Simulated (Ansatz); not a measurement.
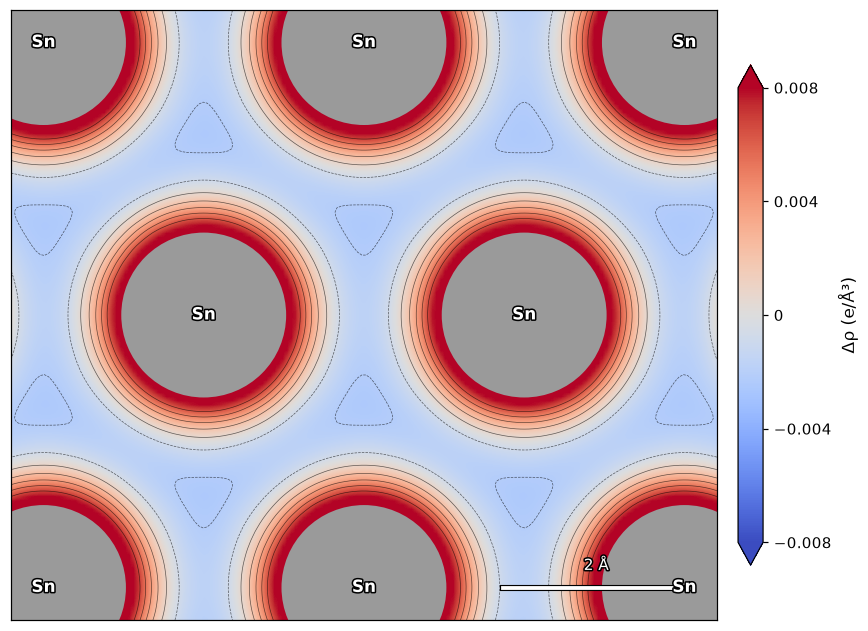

Sn: difference of two self-consistent densities at the same geometry, ρ(LDA) − ρ(PBE), on the (011̄) plane of the conventional cell. Grey discs cover the cores, where the PAW densities can't be compared. Cores are masked to 0.9 Å (Sn).

Space group Immm. This isn't the usual form at ambient conditions. The cell comes from a database of computed structures, not from a measurement.

Both runs: Ansatz, scalar-relativistic, plane waves and PAW, same cutoff, k-points and PAW files (made with PBE).

```yaml
crystal:
  lattice:
    - [3.45308, 0.00000, 0.00000]
    - [0.00000, 3.55109, 0.00000]
    - [0.00000, 0.00000, 4.67668]
  atoms:
    - { symbol: Sn, position: [0.00000, 0.00000, 0.00000] }
    - { symbol: Sn, position: [0.50000, 0.50000, 0.50000] }
```

Question: What differs between the two levels of theory?

Answer: Against PBE, and outside the masked cores, the largest gain lies at the edge of the masked core of Sn, and the largest loss, 0.003 e/Å³, lies 2.0 Å from a tin nucleus.
At this volume the pressure is −1 GPa with PBE and −5 GPa with LDA.
